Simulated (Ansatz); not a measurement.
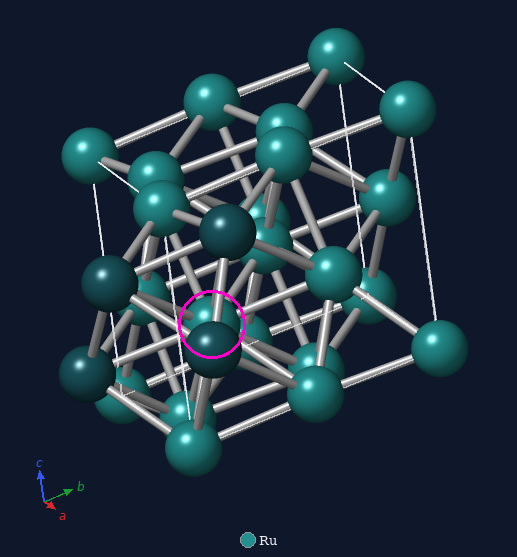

View slightly off an axis, drawn as a ball-and-stick model. Lines trace the edges of the unit cell. The neighbours of the ringed atom that lie outside the box are added in fainter colours.

The lattice constants are a = 5.209 Å, b = 5.563 Å, c = 5.167 Å, α = 77.32°, β = 116.74°, γ = 73.89°.

### How many atoms make up the cell?

8 (ruthenium), counting shared atoms by their share.

### Name the symmetric structure of which this is a distorted version.

It is a distorted form of a primitive hexagonal structure, space group P6_3/mmc (No. 194) within 0.25 Å: hexagonal close-packed (Mg type).

The picture shows a known structure type with the cell strained and the atoms shaken on purpose; the geometry isn't optimised. An electronic-structure calculation with Ansatz was run on it.

At this level of theory the cell isn't at rest (stretched, at -22 GPa and forces up to 1.1 eV/Å), so its distances can differ from those at equilibrium, the more so the softer the solid.
